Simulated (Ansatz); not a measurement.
A series of calculations on MgB2

**1. Relaxation**

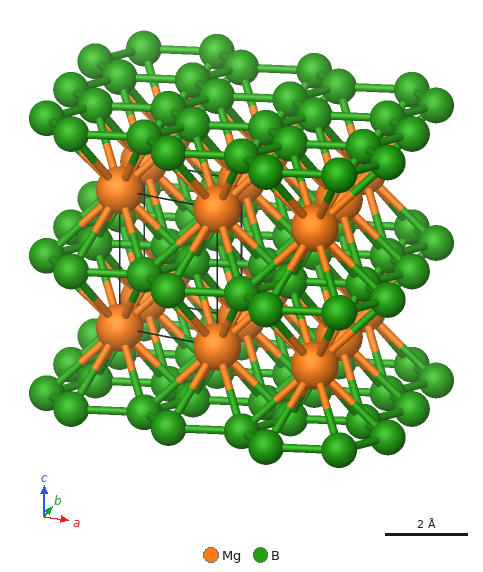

This is the input geometry for a relaxation of a crystal of MgB₂ (set up in P6/mmm). The picture is a ball-and-stick view of the cell of the calculation, repeated 2 × 2 × 1 with one cell outlined, seen slightly off an axis.

Case: biaxial strain in the a-b plane of +3.0 %; c and atoms relaxed.

The calculation used DFT PBE, scalar-relativistic, plane waves, PAW in Ansatz 0.2.0.

The input:
```yaml
crystal:
  lattice:
    - [3.1649498627, 0.0, 0.0]
    - [-1.5824749313, 2.7409269828, 0.0]
    - [0.0, 0.0, 3.4682571166]
  atoms:
    - { symbol: Mg, position: [0.0, 0.0, 0.0] }
    - { symbol: B, position: [0.6666666667, 0.3333333333, 0.5] }
    - { symbol: B, position: [0.3333333333, 0.6666666667, 0.5] }
basis:
  ecutwfc: 420
kpoints:
  mp_grid: { grid: [15, 15, 12] }
hamiltonian:
  xc: pbe
scf:
  occupations: { method: gaussian, width: 0.1 }
output:
  forces: true
  stress: true
  eigenvalues: true
relax:
  adjacent_minimum: "off"
  f_tol: 0.008
  max_steps: 40
  cell: { stress_tol: 0.015, fix: [a, b, gamma] }
```

**What does the optimiser find from here?**

Over 3 accepted moves (5 points after the start) the energy falls by 1.0 meV per cell of the calculation. All forces vanish by symmetry, so only the cell relaxes. The pressure goes from −7.40 to −8.04 GPa. The SCF was repeated twice at an unchanged geometry on a basis and grid sized afresh for the cell, which shifted the energy by 0.2 meV per cell of the calculation at most. The atoms keep their places relative to the cell (all moves are under 0.005 Å). The drawn cell changes as follows: a = b unchanged at 3.165 Å, c 3.468 → 3.492 Å (+0.7 %); the volume changes by +0.7 %. Some distances before and after: Mg1–B2 2.519 → 2.528 Å. The space group stays P6/mmm (No. 191).

**2. Relaxation**

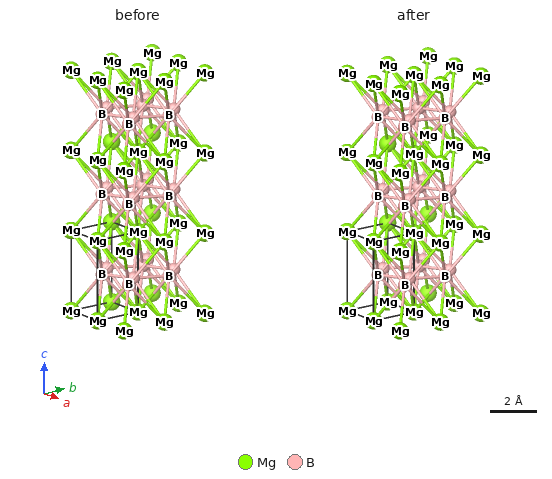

The structure of crystalline MgB$_{2}$ (set up in P6/mmm) before (left) and after (right) a relaxation, at one scale.

A ball-and-stick model of the cell of the calculation, repeated 2 × 2 × 3 with one cell outlined, seen from a free direction.

Case: biaxial strain in the a-b plane of -3.0 %; c and atoms relaxed.

Computed with DFT PBE, scalar-relativistic, plane waves, PAW (Ansatz 0.2.0). Settings: plane-wave cutoff 420 eV; k-point mesh 15 × 15 × 12; occupations gaussian; smearing width 0.1 eV; no spin polarisation; cell relaxed at fixed a, b, gamma; force threshold 0.008 eV/Å; at most 40 steps.

Q: Summarise the run.

A: The atoms keep their places relative to the cell (all moves are under 0.005 Å). The volume changes by −1.3 %, with a = b unchanged at 2.981 Å, c 3.595 → 3.547 Å (−1.3 %). Among the contacts that change: B–Mg 2.489 → 2.471 Å. The space group stays P6/mmm (No. 191). After 4 accepted moves (6 points after the start) the energy has fallen by 4.8 meV per cell of the calculation. All forces vanish by symmetry, so only the cell relaxes. Pressure: 9.54 GPa at the start and 11.33 GPa at the end. The SCF was repeated twice at an unchanged geometry on a basis and grid sized afresh for the cell, which shifted the energy by 0.4 meV per cell of the calculation at most.

**3. A change**

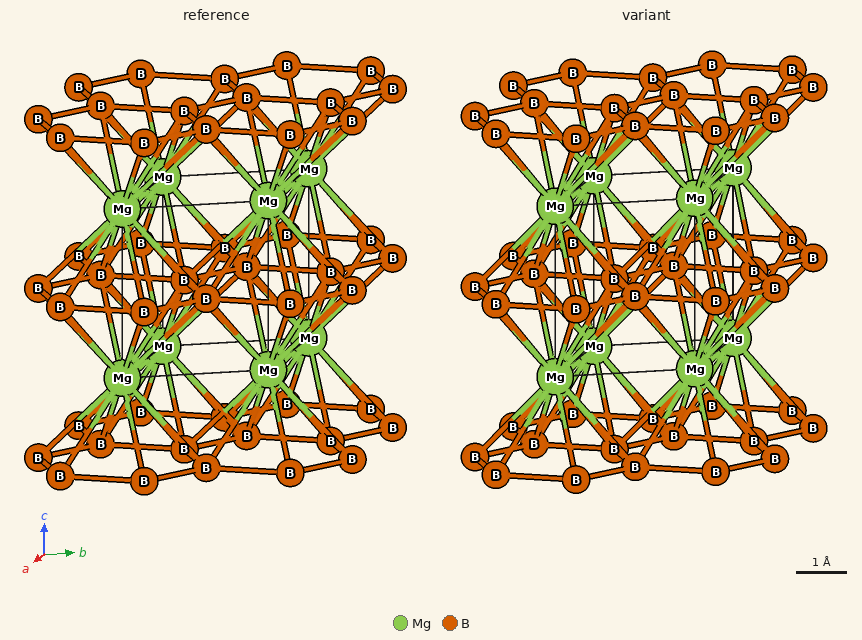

Left: crystalline MgB2 (set up in P6/mmm). Right: the same structure after one change, at the same scale. The picture is a ball-and-stick view of the cell of the calculation, seen slightly off an axis.

Method: Ansatz, DFT PBE, scalar-relativistic, plane waves, PAW. Set-up: plane-wave cutoff 420 eV; k-point mesh 15 × 15 × 12; occupations gaussian; smearing width 0.1 eV; no spin polarisation.

**Which change leads from the left to the right?**

Biaxial strain in the a–b plane, −4.5 %, is applied. The c axis and the atoms are relaxed.

**And its effect?**

It costs 66.7 meV per atom. The pressure goes from 0.0 to 17.9 GPa. The principal stresses (compression positive) are 0.0 GPa along c and 26.9 GPa across it. Cell: a = b 3.073 → 2.934 Å (−4.5 %), c 3.532 → 3.558 Å (+0.8 %). Volume −8.1 %. The atoms keep their places relative to the cell (all moves are under 0.005 Å). Near-neighbour distances before and after: B–B 1.774 → 1.694 Å, B–Mg 2.503 → 2.457 Å. The space group stays P6/mmm (No. 191).
